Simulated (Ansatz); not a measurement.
**Run report: Be, geometry relaxation**

- system: Be (1 atom in the cell)
- method: DFT, LDA, PAW with Ansatz's default frozen-core files, scalar-relativistic, no spin polarisation (Ansatz 0.2.0)

The structure was built on a prototype by a generator; it need not be a known phase. It belongs to a series of runs on one base structure; here: cell relaxed at zero pressure.

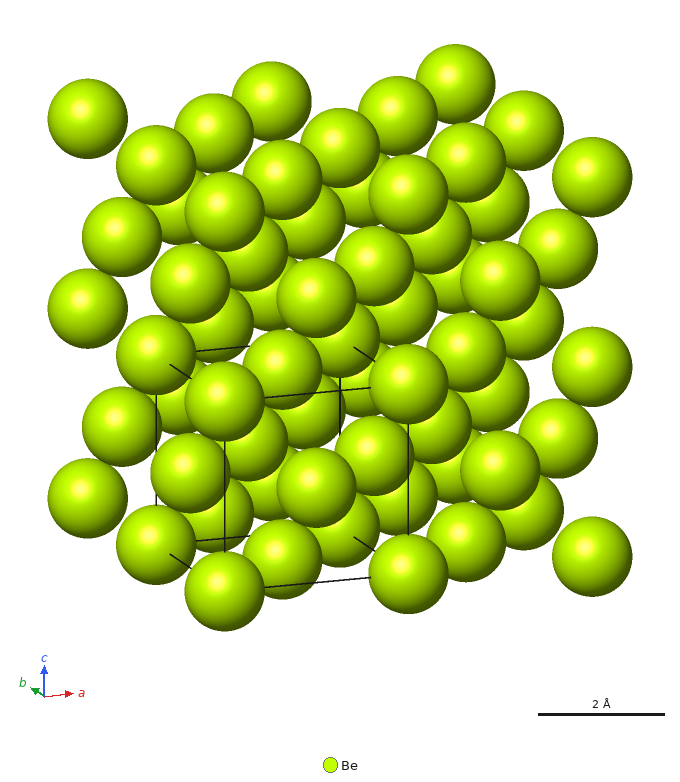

Fig. 1: The starting structure (spheres-only view of the cell 4 times as large as that of the calculation, set on its symmetry axes, repeated 2 × 2 × 2, seen slightly off an axis). An atom can appear more than once, as a periodic image.

## Input file
```yaml
crystal:
  lattice:
    - [0.0, 1.557129831, 1.557129831]
    - [1.557129831, 0.0, 1.557129831]
    - [1.557129831, 1.557129831, 0.0]
  atoms:
    - { symbol: Be, position: [0.0, 0.0, 0.0] }
kpoints:
  mp_grid: { grid: [22, 22, 22] }
scf:
  occupations: { method: fermi_dirac, width: 0.05 }
hamiltonian:
  xc: lda
  pseudopotentials: { kind: paw }
output:
  forces: true
  stress: true
  write_density: true
  write_potential: true
  elf: true
  volumetric_format: npy
relax:
  f_tol: 0.005
  max_steps: 40
  cell: {}
```

Hardware: 1 thread of Arm Neoverse V1, 24 GiB of memory available, shared host.

Launch command:
```bash
ansatz run input.yaml --threads 1 --pin off --max-ram 3584MiB --backend cpu --events-out ev --progress --plain --runs-dir out
```

## The program's output
```
Engine: ansatz 0.2.0, aarch64-unknown-linux-gnu
Pseudopotentials: kind: paw
Pseudopotential: Be, paw, valence charge 2, recommended cutoff 420 eV (normal), Be.paw.azcp
Functional definition: SPW92
  exchange = slater_x
  correlation = pw_c
Crystal: 1 atoms, lattice volume = 7.551 Å³
Basis set: ecut = 420 eV, 169 PW (Γ)
Bands: 5, of which v1, the nominal top of the filled ones, is band 1 counted from 1 (0 counted from 0)
Symmetry: 48 space group operations
Space group: Fm-3m (ITA 225), of the structure as read, at distance tolerance 2.0e-5 Å
k-points: 328 of 10648
Non-local potential: Be, projectors of the file, l = 0: 2, l = 1: 2, l = 2: 1
PAW form: soft (Blöchl's): semilocal exchange-correlation on the pseudo side does not see the compensation charge
PAW frozen core: Be, regenerated for the run's functional, and the local potential with it (the file was generated under x = pbe(κ = 0.804, μ = 0.2195149727645171), c = pbe(β = 0.06672455060314922))
PAW one-centre angular grid: Be, 110 points (default); XC on 64 Gauss nodes
Initial density: superposition of atomic densities (neutral atoms: chi_scale 0, normalization atom), corrected by the library's trained network
Initial wavefunctions: pseudopotential atomic-orbital guess
Functional: x = slater, c = lda
SCF iter   1: F=—  HF=-88.158992 eV  |F-HF|=—  |Δ(HF+E_count)|=         —  Δρ=2.62e-3  dr2=2.87e-4  ethr=1.77e-3  ⟨swp⟩=4.7  Hψ=15403  notcnv=0
preconditioner: auto → none  [insulator: Δε(μ)=0.297 eV  Ē_g=19.056 eV  σ=0.050 eV  W_gap=0.72  n_scr=0 (ndim 8)  ℏωp=19.1 eV  f_vac=0.000  D(μ)=0.08/eV (n_scr^D=0)  ε∞_Penn≈2.0]
SCF iter   2: F=—  HF=-88.158881 eV  |F-HF|=—  |Δ(HF+E_count)|=   1.11e-4  Δρ=1.29e-3  dr2=6.86e-5  ethr=1.44e-5  ⟨swp⟩=1.1  Hψ=4309  notcnv=0
SCF iter   3: F=—  HF=-88.158839 eV  |F-HF|=—  |Δ(HF+E_count)|=   4.13e-5  Δρ=1.62e-5  dr2=1.09e-8  ethr=3.43e-6  ⟨swp⟩=1.0  Hψ=1664  notcnv=0
iter 4 did not close the SCF: its close was put off for the readings that it lacked (scf_convergence_deferred on its scf_iter line)
SCF iter   4: F=-88.158839 eV  HF=-88.158839 eV  |F-HF|=1.31e-11  |Δ(HF+E_count)|=   2.17e-8  Δρ=1.64e-6  dr2=8.03e-11  ethr=5.45e-10  ⟨swp⟩=2.0  Hψ=1994  notcnv=0
iter 5 did not close the SCF: its close was put off for the readings that it lacked (scf_convergence_deferred on its scf_iter line)
SCF iter   5: F=-88.158839 eV  HF=-88.158839 eV  |F-HF|=7.11e-14  |Δ(HF+E_count)|=  1.22e-11  Δρ=9.54e-8  dr2=3.22e-13  ethr=4.02e-12  ⟨swp⟩=1.0  Hψ=1671  notcnv=0
SCF iter   6: F=-88.158839 eV  HF=-88.158839 eV  |F-HF|=4.26e-14  |Δ(HF+E_count)|=  2.84e-14  Δρ=2.86e-9  dr2=3.65e-16  ethr=1.00e-12  ⟨swp⟩=2.6  Hψ=4483  notcnv=0
SCF 1 converged in 6 iterations: F = -88.158839 eV  dr2 = 3.65e-16
  greatest PAW one-centre occupation: 0.356 electrons in one spin orbital (limit 2), on the Be atom at site 0 (counted from 0), in its partial waves of l = 0
relax step   1: F+E_penalty+E_count = -88.15883923 eV  Δ(F+E_penalty+E_count) = +0.000e0 eV  max|allowed force component| = 0.000e0 eV/Å  Δτ_max = 0.0000 Å  P = -0.898 GPa  Ω = 7.551 Å³  (6 SCF iters, accepted)
Crystal: 1 atoms, lattice volume = 7.525 Å³
Initial density: handed on by an earlier stage of this run
Initial wavefunctions: those handed on with the density
iter 1 solved again at ethr=6.00e-9 eV; its pass at ethr=3.10e-3 eV (dr2=1.20e-7 eV) is discarded
SCF iter   1: F=—  HF=-88.158952 eV  |F-HF|=—  |Δ(HF+E_count)|=         —  Δρ=7.74e-5  dr2=1.21e-7  ethr=6.00e-9  ⟨swp⟩=2.6  Hψ=16693  notcnv=0
preconditioner: auto → none  [insulator: Δε(μ)=0.299 eV  Ē_g=19.104 eV  σ=0.050 eV  W_gap=0.71  n_scr=0 (ndim 8)  ℏωp=19.1 eV  f_vac=0.000  D(μ)=0.07/eV (n_scr^D=0)  ε∞_Penn≈2.0]
SCF iter   2: F=-88.158952 eV  HF=-88.158952 eV  |F-HF|=3.44e-8  |Δ(HF+E_count)|=   1.07e-7  Δρ=3.88e-5  dr2=3.00e-8  ethr=5.00e-9  ⟨swp⟩=4.2  Hψ=5028  notcnv=0
SCF 2 converged in 2 iterations: F = -88.158952 eV  dr2 = 3.00e-8
  greatest PAW one-centre occupation: 0.357 electrons in one spin orbital (limit 2), on the Be atom at site 0 (counted from 0), in its partial waves of l = 0
relax step   2: F+E_penalty+E_count = -88.15895236 eV  Δ(F+E_penalty+E_count) = -1.131e-4 eV  max|allowed force component| = 0.000e0 eV/Å  Δτ_max = 0.0000 Å  P = -0.463 GPa  Ω = 7.525 Å³  energy of the carried Pulay correction = +3.972e-6 eV  (2 SCF iters, dr2 threshold 1.00e-7 eV, accepted)
Crystal: 1 atoms, lattice volume = 7.498 Å³
Basis set: ecut = 420 eV, 137 PW (Γ)
iter 1 solved again at ethr=1.46e-8 eV; its pass at ethr=3.10e-3 eV (dr2=2.92e-7 eV) is discarded
SCF iter   1: F=—  HF=-88.158996 eV  |F-HF|=—  |Δ(HF+E_count)|=         —  Δρ=1.21e-4  dr2=2.94e-7  ethr=1.46e-8  ⟨swp⟩=2.1  Hψ=16532  notcnv=0
preconditioner: auto → none  [insulator: Δε(μ)=0.301 eV  Ē_g=19.153 eV  σ=0.050 eV  W_gap=0.70  n_scr=0 (ndim 8)  ℏωp=19.2 eV  f_vac=0.000  D(μ)=0.07/eV (n_scr^D=0)  ε∞_Penn≈2.0]
SCF iter   2: F=—  HF=-88.158995 eV  |F-HF|=—  |Δ(HF+E_count)|=   2.62e-7  Δρ=6.08e-5  dr2=7.29e-8  ethr=5.00e-9  ⟨swp⟩=4.5  Hψ=5124  notcnv=0
SCF iter   3: F=-88.158995 eV  HF=-88.158995 eV  |F-HF|=9.95e-14  |Δ(HF+E_count)|=   8.23e-8  Δρ=5.23e-7  dr2=7.68e-12  ethr=3.65e-9  ⟨swp⟩=5.2  Hψ=3760  notcnv=0
SCF 3 converged in 3 iterations: F = -88.158995 eV  dr2 = 7.68e-12
  greatest PAW one-centre occupation: 0.358 electrons in one spin orbital (limit 2), on the Be atom at site 0 (counted from 0), in its partial waves of l = 0
relax step   3: F+E_penalty+E_count = -88.15899535 eV  Δ(F+E_penalty+E_count) = -4.299e-5 eV  max|allowed force component| = 0.000e0 eV/Å  Δτ_max = 0.0000 Å  P = +0.006 GPa  Ω = 7.498 Å³  energy of the carried Pulay correction = +8.187e-6 eV  (3 SCF iters, accepted)
Initial wavefunctions: pseudopotential atomic-orbital guess (no wavefunctions were taken with the density)
iter 1 solved again at ethr=1.38e-10 eV; its pass at ethr=3.10e-3 eV (dr2=2.75e-9 eV) is discarded
SCF iter   1: F=—  HF=-88.158988 eV  |F-HF|=—  |Δ(HF+E_count)|=         —  Δρ=3.82e-6  dr2=1.25e-10  ethr=1.38e-10  ⟨swp⟩=3.2  Hψ=20772  notcnv=0
SCF iter   2: F=—  HF=-88.158988 eV  |F-HF|=—  |Δ(HF+E_count)|=  3.43e-10  Δρ=1.93e-6  dr2=3.11e-11  ethr=6.25e-12  ⟨swp⟩=1.0  Hψ=1647  notcnv=0
SCF iter   3: F=-88.158988 eV  HF=-88.158988 eV  |F-HF|=2.84e-14  |Δ(HF+E_count)|=  1.22e-10  Δρ=1.88e-8  dr2=6.94e-15  ethr=1.00e-12  ⟨swp⟩=4.1  Hψ=3698  notcnv=0
SCF 4 converged in 3 iterations: F = -88.158988 eV  dr2 = 6.94e-15
relax step   4: F+E_penalty+E_count = -88.15898775 eV  Δ(F+E_penalty+E_count) = +7.605e-6 eV  max|allowed force component| = 0.000e0 eV/Å  Δτ_max = 0.0000 Å  P = +0.004 GPa  Ω = 7.498 Å³  stress off target by 4.08e-3 GPa  SCF on the basis re-selected at this cell (its energy is not comparable with the rows above)  (3 SCF iters)
```

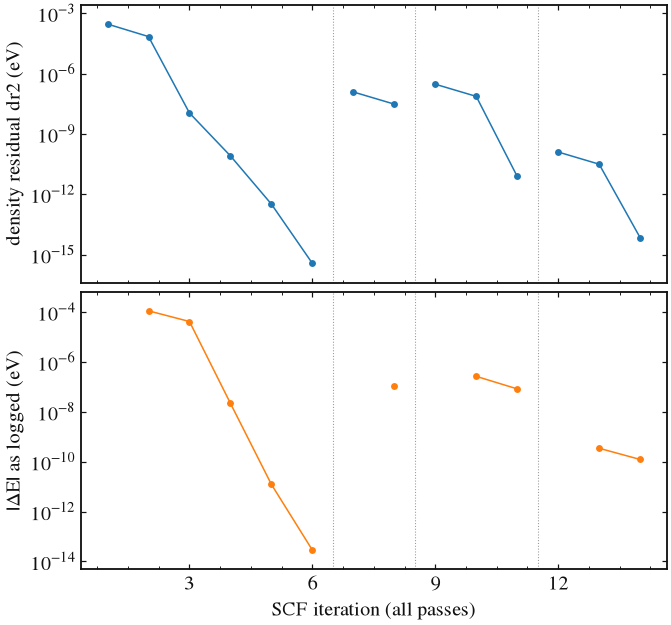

Fig. 2: Convergence of the self-consistent field: density residual dr2 and size of the energy change against the SCF iteration. The dotted lines part the SCF passes of the relaxation: geometry steps, rejected trials and re-solves on a re-selected basis. The passes take 6, 2, 3 and 3 iterations.

```
basis re-selected at this cell: Δ(F+E_penalty+E_count) = +7.605e-6 eV, ΔP = -0.002 GPa vs the last step (what re-selecting the basis moved, of the pressure what is left beyond the Pulay correction that the steps carried, after the strain that the cell walked since its last selection, with what the two solves' SCF thresholds leave and, on support functions, any second-order correction that the steps lacked; it is no measure of the basis error at this ecutwfc). This SCF's stress stands 4.08e-3 GPa from its target on what of the cell is left free (relax.cell.stress_tol is 5.00e-2 GPa) and its largest allowed force component is 0.00e0 eV/Å (relax.f_tol is 5.00e-3 eV/Å): within both
SCF converged after 3 iterations
Free energy (F): -88.158988 eV
Harris-Foulkes:  -88.158988 eV  (|F-HF|=2.84e-14)
Internal energy: -88.158323 eV  (E = F + TS)
E sigma→0 (E₀):  -88.158655 eV
Entropy (-TS):   -0.000665 eV (-0.665 meV/atom)
Fermi energy:    9.118892 eV
--- Per-component energies (eV) ---
  E_band       = 6.598814
  E_kinetic    = 22.111969
  E_local      = 2.669778  (includes V_loc(G=0)·N_el)
  E_nonlocal   = 4.645197
  E_hartree    = 0.021956
  E_xc         = -19.961403
  E_vxc        = -21.260964  (∫ρ·V_xc dr)
  E_paw        = -55.177975  (= ΣΔE_a)
  E_vpaw       = -1.611077  (= ΣTr[D̂ρ^β])
  E_aug_tail   = -0.000001  (compensation charges beyond the density's cutoff)
  E_ewald      = -42.498131
  E_core_change = 0.030287  (= ΣΔE_core)
  E_smearing   = -0.000665  (= −TS)
  E_closure    = 0.000000  (closes the sum)
  Σ components = -88.158988   (vs F -88.158988, Δ=0.00e0)
--- Forces (eV/Å), atoms counted from 1 ---
  atom   1  Be    -0.00000000     0.00000000    -0.00000000
  max |Σ_I F_I| component: 7.06e-34 eV/Å
--- Stress (GPa, compression-positive) ---
        0.004084       0.000000       0.000000
        0.000000       0.004084       0.000000
        0.000000       0.000000       0.004084
  P = ⅓ Tr σ = 0.0041 GPa (0.041 kbar)
--- Band table (eV; the first three rows and the last of 328) ---
  k-point 0: bands = ["-3.0634", "28.8041", "28.8041", "28.8041", "38.9946"]
  k-point 1: bands = ["-2.9951", "28.2507", "28.6828", "28.6828", "38.0461"]
  k-point 2: bands = ["-2.7897", "26.7176", "28.3616", "28.3616", "37.2530"]
  k-point 327: bands = ["9.2406", "10.5885", "12.1679", "19.8457", "35.0363"]
--- Relaxed structure (3 steps of the walk, 3 accepted, 1 SCFs on fresh bases) ---
  F+E_penalty+E_count = -88.15898775 eV   max|allowed force component| = 0.000e0 eV/Å   (the final SCF, on the basis selected at the relaxed cell)
  cell:  # Å, volume = 7.4982 Å³
    - [-1.783380211513454e-34, 1.5534892237125633, 1.5534892237125633]
    - [1.5534892237125633, 4.22915878730334e-33, 1.5534892237125633]
    - [1.5534892237125633, 1.5534892237125633, 1.3502735887173315e-33]
  atoms:
    - { symbol: Be, position: [0.0, 0.0, 0.0] }
```

## File rho_z.tsv
```
# z_ang	rho[e/angstrom^3]
# format = ansatz-planar-average/11
# lattice	-0.000000000	1.553489224	1.553489224
# lattice	1.553489224	0.000000000	1.553489224
# lattice	1.553489224	1.553489224	0.000000000
# sites	1
# site	4	0.000000000	0.000000000	0.000000000
0.000000	2.587435e-1
0.146464	2.603677e-1
0.292929	2.642742e-1
0.439393	2.682671e-1
0.585857	2.704704e-1
0.732322	2.704619e-1
0.878786	2.691947e-1
1.025251	2.680829e-1
1.171715	2.680829e-1
1.318179	2.691947e-1
1.464644	2.704619e-1
1.611108	2.704704e-1
1.757572	2.682671e-1
1.904037	2.642742e-1
2.050501	2.603677e-1
```

## Trajectory as extended XYZ (Å, eV, eV/Å), 4 frames, from step=1 to step=4
```
1
Lattice="0.0000 1.5571 1.5571 1.5571 0.0000 1.5571 1.5571 1.5571 0.0000" Properties=species:S:1:pos:R:3:forces:R:3 step=1 energy=-88.15884 pressure_GPa=-0.90
Be    0.0000    0.0000    0.0000    0.0000   0.0000   0.0000
1
Lattice="0.0000 1.5554 1.5554 1.5554 0.0000 1.5554 1.5554 1.5554 0.0000" Properties=species:S:1:pos:R:3:forces:R:3 step=2 energy=-88.15895 pressure_GPa=-0.46
Be    0.0000    0.0000    0.0000    0.0000   0.0000   0.0000
1
Lattice="0.0000 1.5535 1.5535 1.5535 0.0000 1.5535 1.5535 1.5535 0.0000" Properties=species:S:1:pos:R:3:forces:R:3 step=3 energy=-88.15900 pressure_GPa=0.01
Be    0.0000    0.0000    0.0000    0.0000   0.0000   0.0000
1
Lattice="0.0000 1.5535 1.5535 1.5535 0.0000 1.5535 1.5535 1.5535 0.0000" Properties=species:S:1:pos:R:3:forces:R:3 step=4 energy=-88.15899 pressure_GPa=0.00
Be    0.0000    0.0000    0.0000    0.0000   0.0000   0.0000
```

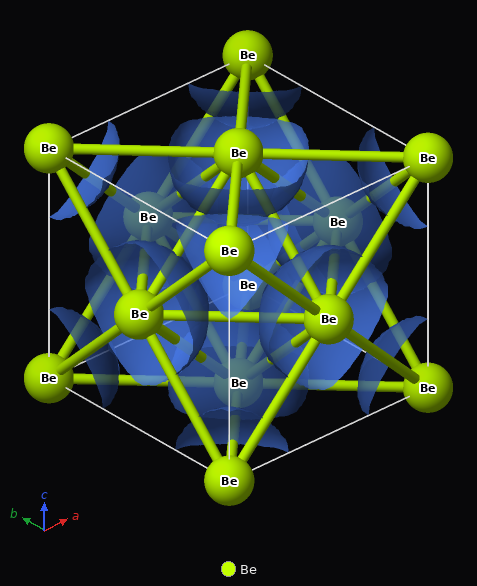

Fig. 3: Isosurface of the ELF at 0.5 (blue), seen at an oblique angle. Core shells and regions of very low density are left out. Sticks mark near contacts. The outline is the cell set on symmetry axes. Along the contacts the grid gives the following. Be–Be (2.20 Å): the ELF peaks at about 0.60 between the atoms. In a PAW calculation such maps are meaningful between the atoms, not at the nuclei.

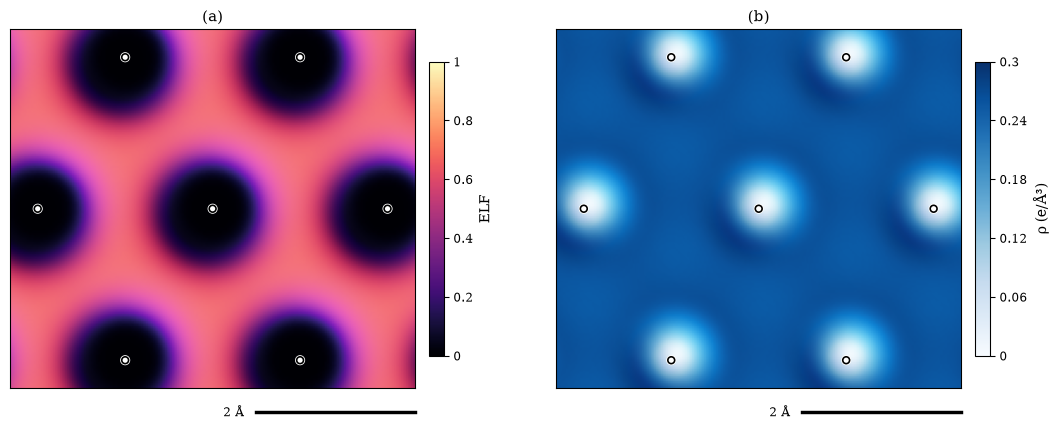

Fig. 4: (a) electron localisation function; (b) valence electron density on the (111) plane of the conventional cell. Circles mark the nuclei in the plane (Be). Be–Be (2.20 Å): ρ is about 0.28 e/Å³ halfway; the ELF peaks at about 0.60 between the atoms. Away from the nuclei the density in this plane falls to 0.28 e/Å³ at its lowest.

## Summary

```json
{"quantity": "outcome", "value": "converged"}
{"quantity": "space group (tolerance 0.01 Å)", "value": "Fm-3m (225)"}
{"quantity": "electrons treated", "value": "2"}
{"quantity": "free energy", "value": "−88.1590 eV"}
{"quantity": "Fermi energy", "value": "9.119 eV"}
{"quantity": "pressure", "value": "0.00 GPa"}
{"quantity": "final volume", "value": "7.50 Å³"}
{"quantity": "largest force (length of the vector) at the end", "value": "under 0.001 eV/Å"}
{"quantity": "final cell", "value": "a = 2.197 Å, b = 2.197 Å, c = 2.197 Å, α = 60.00°, β = 60.00°, γ = 60.00°"}
{"quantity": "wall time", "value": "5.2 s"}
{"quantity": "peak memory", "value": "0.28 GiB"}
```
